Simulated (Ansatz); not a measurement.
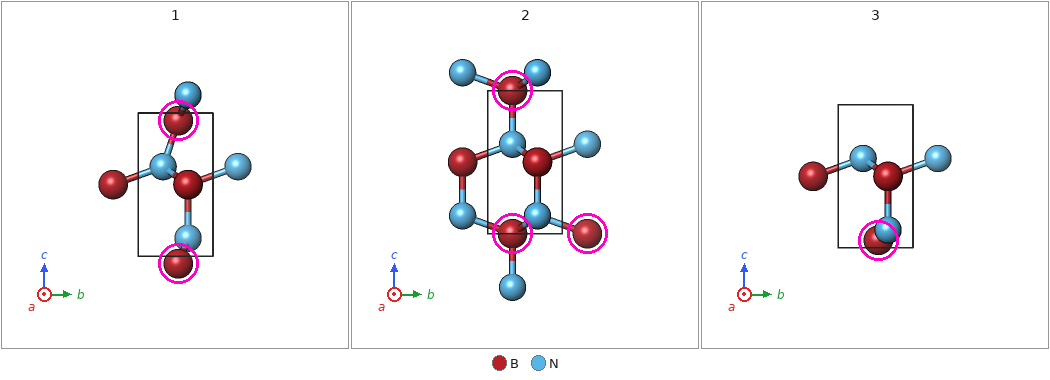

BN (P6_3mc, No. 186; 4 atoms in the cell). 
- Atom B1 is moved over a plane while all other atoms and the cell stay fixed (its periodic images move with it) (x along [1 0 0], y along [1 2 0], z along [0 0 1] of the conventional cell).
- The first coordinate is: shift of B1 along y; the second: shift of B1 along z.
- Grid: 5 × 5 points.
- All energies are given in eV per cell relative to the lowest grid point.
- The reference cell is the one listed in the database, not relaxed at this level.
- Method: Ansatz, DFT r2SCAN, scalar-relativistic, plane waves, PAW. Settings: cutoff 500 eV, k-mesh 12×12×6 in the order of the run's cell vectors, gaussian smearing 0.05 eV, no spin polarisation.

The numbered pictures are structures from this grid. Rings mark the moved atoms.

### Rank them by energy, lowest first.

2, at shift of B1 along y = 0.000 Å, shift of B1 along z = 0.000 Å: 0.00 eV; 1, at shift of B1 along y = 0.450 Å, shift of B1 along z = −0.225 Å: 1.85 eV; 3, at shift of B1 along y = 0.450 Å, shift of B1 along z = 0.225 Å: 2.61 eV.

The map, with the structures marked:

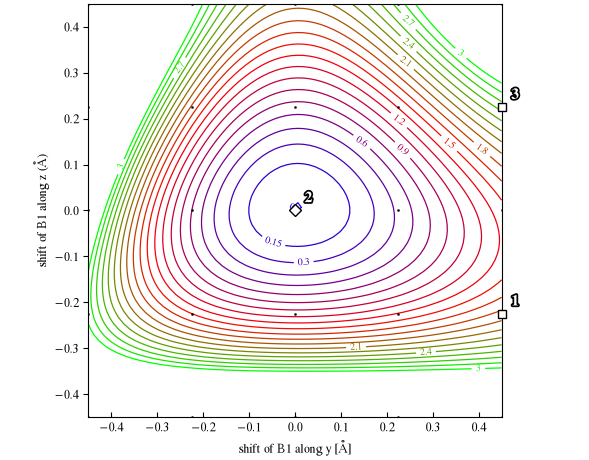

The picture shows contour lines labelled in eV (none above 3), dots at the grid points. Between grid points the surface is interpolated.
